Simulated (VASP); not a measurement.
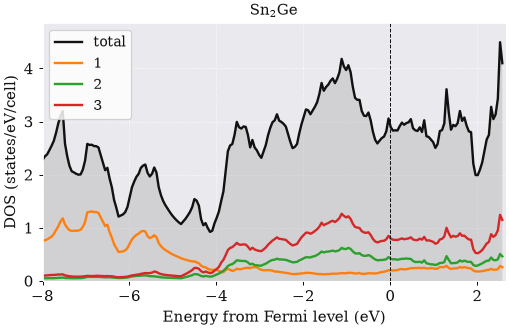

Density of states. Energies are counted from the Fermi level. The partial curves are projected inside the PAW spheres; the rest of the total lies in parts that aren't drawn and between the spheres.

Structure: Sn₂Ge, space group I4_1/amd (No. 141), 6 atoms in the primitive cell; a = 5.643 Å, c = 9.519 Å (tetragonal axes).

Level of theory: PBE, VASP PAW PBE potentials, release 64 (Sn_d, Ge_d), no spin polarisation, no spin-orbit coupling, 8×8×8 k mesh in the self-consistent step, 520 eV cutoff, Gaussian smearing of 0.1 eV; code VASP.

### Assign each number in the legend. The candidates: Ge p, Sn p, Sn s.

1 is Sn s; 2 is Ge p; 3 is Sn p.

### What is the density of states at the Fermi level?

It is a metal. The density of states at the Fermi level is about 2.8 per eV and cell (mean within 0.25 eV), or 0.47 per atom.

The density of states was taken on a 12×12×12 mesh with the tetrahedron method. Spin-orbit coupling is left out, which matters for Sn. The cell was built by a generator and needn't be a form met in nature.
